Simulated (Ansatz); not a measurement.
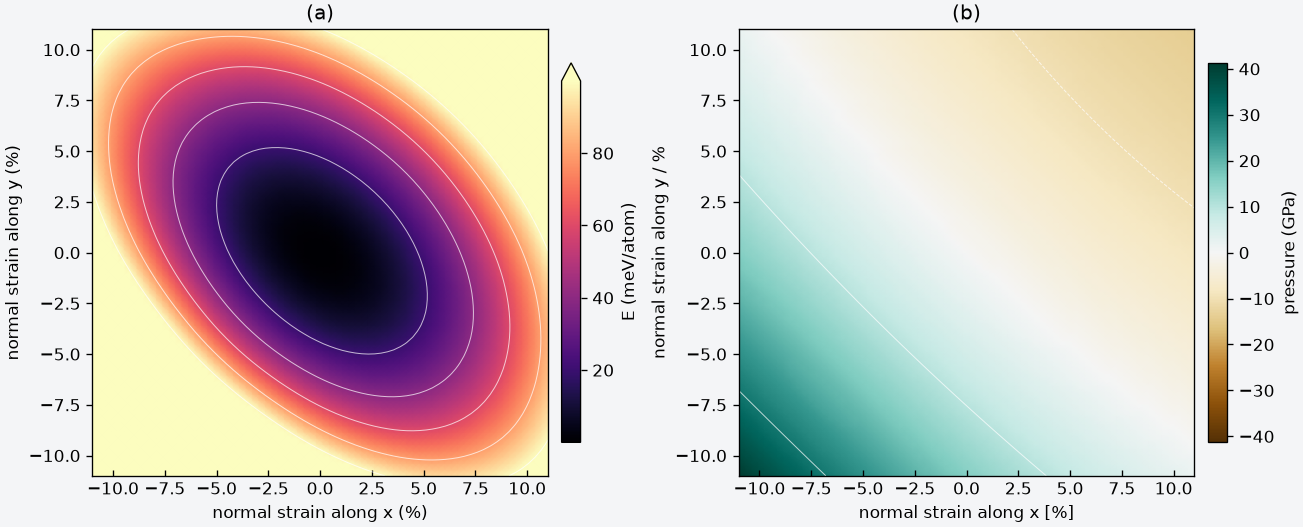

TiAl3 (I4/mmm, No. 139; 4 atoms in the cell). 
- The energy is mapped over two homogeneous strains (x along [1 0 0], y along [0 1 0], z along [0 0 1] of the conventional cell).
- The first coordinate is: normal strain along x; the second: normal strain along y.
- Nothing is relaxed (fractional coordinates fixed).
- The grid has 7 × 7 points; 28 points were computed and 21 follow by symmetry.
- Energies: meV/atom, counted from the lowest grid point.
- Method: Ansatz 0.2.0, DFT PBE, scalar-relativistic, plane waves, PAW. Settings: cutoff 520 eV, k-mesh 14×14×14, gaussian smearing 0.15 eV, no spin polarisation.

Panel (a) is the energy; panel (b) is the computed pressure, in GPa.

Drawn: a smooth colour map with a few white contour lines, one colour for all values above the top of the scale. Between grid points the surface is interpolated.

How does the pressure vary over the map, and what is it at the lowest grid point?

Answer. It runs from −13.9 GPa at normal strain along x = 11.0 %, normal strain along y = 11.0 % to 41.3 GPa at normal strain along x = −11.0 %, normal strain along y = −11.0 %. At the lowest grid point, normal strain along x = 0.0 %, normal strain along y = 0.0 %, it is 0.0 GPa.

PAW datasets: the set soft_1.
